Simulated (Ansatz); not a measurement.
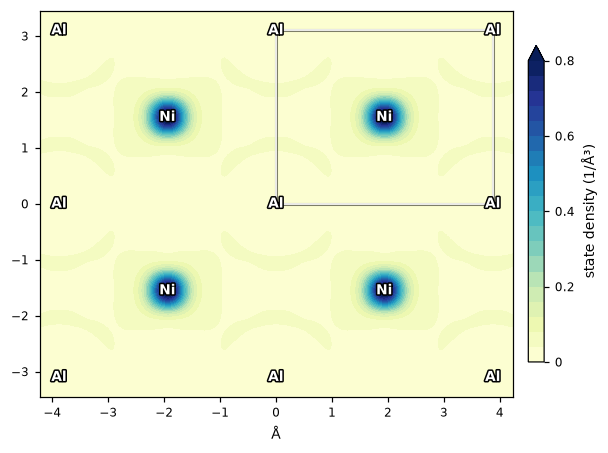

Figure 1: AlNi. Density of the Kohn–Sham states from −7.9 to −4.0 eV about the Fermi level (the middle third of the occupied valence band), scaled to one electron a cell: a map on the (010) plane of the conventional cell.

Space group Cmmm; computed without spin polarisation. The cell comes from a database of computed structures, not from a measurement.

Computed with DFT r2SCAN, scalar-relativistic, plane waves, PAW in Ansatz.

In a PAW calculation such maps are meaningful between the atoms, not at the nuclei.

Describe these states.

Answer. Löwdin projections on the PAW files' atomic orbitals give Al 3p (40 %), Ni 3d (35 %) and Al 3s (20 %). At the bottom of an sp band the diffuse p orbitals of such a set take a share of s-like charge between the atoms, so the p share there is overstated.
In space (atomic cells sized by Bader volumes) the density divides as Ni about 80 % and Al about 20 %. The two measures disagree here: the projection uses a minimal set of atomic orbitals, while the spatial cells share out diffuse density by volume.
